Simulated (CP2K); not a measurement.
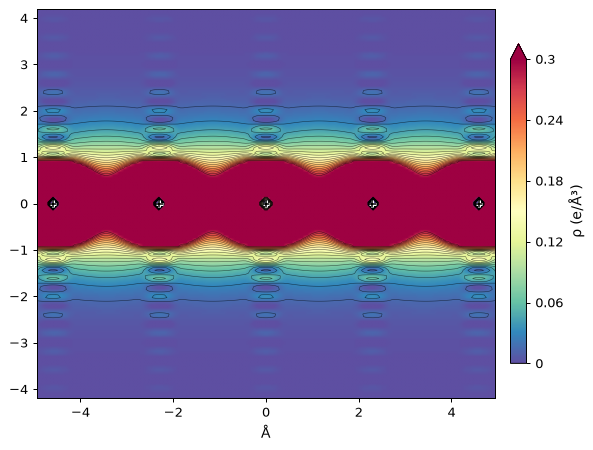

The valence charge density (pseudo) on a plane through atoms (crosses mark nuclei in the plane).

Method: CP2K 2026.2, Kohn-Sham DFT of a periodic cell, PBE, GTH-PBE with UZH-TZVP basis.

Candidates:
A. V, a = 2.30 Å, b = 2.30 Å, c = 23.80 Å, α = 90.00°, β = 90.00°, γ = 90.00°. Spin-polarised, but the moments vanished.
B. Cu (slab), a = 2.56 Å, b = 2.56 Å, c = 25.84 Å, α = 90.00°, β = 90.00°, γ = 90.00°. 
C. Au, a = 4.47 Å, b = 4.47 Å, c = 23.80 Å, α = 90.00°, β = 90.00°, γ = 120.00°. 

Which candidate gave the map?

Candidate A: V on the (100) plane of the calculation cell, a cut from vacuum to vacuum, which holds V. V–V (2.30 Å): ρ is about 0.56 e/Å³ halfway.
